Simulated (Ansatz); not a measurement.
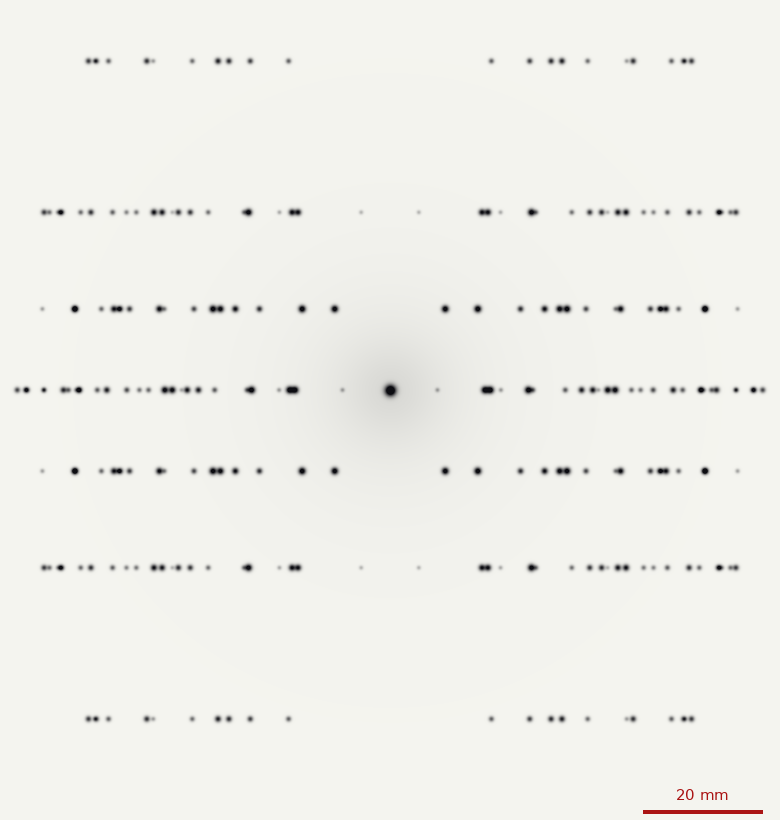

Simulated X-ray rotation photograph: Mo Kα radiation (λ = 0.7107 Å), cylindrical film of radius 57.3 mm unrolled, rotation axis vertical and normal to the beam, kinematic intensities without Lorentz or polarisation factors, the film spanning ±63° about the beam; spots down to d = 0.68 Å.

**What lattice repeat along the rotation axis do the layer lines give?**

The first layer line lies 13.7 mm from the equator, so tan ν = 0.239, sin ν = 0.232 and the period is λ/sin ν = 3.06 Å. Further lines follow at 30.0, 55.6 mm.

The crystal is Ta, space group Fmmm (No. 69), a = 3.06 Å, b = 4.83 Å, c = 10.19 Å. Structure: the geometry relaxed with DFT r2SCAN, scalar-relativistic, plane waves, PAW (Ansatz 0.2.0); the starting structure was generated, so it need not be a known form of this composition.

**About which axis was it rotated?**

About [100], whose length in the conventional cell is 3.063 Å.
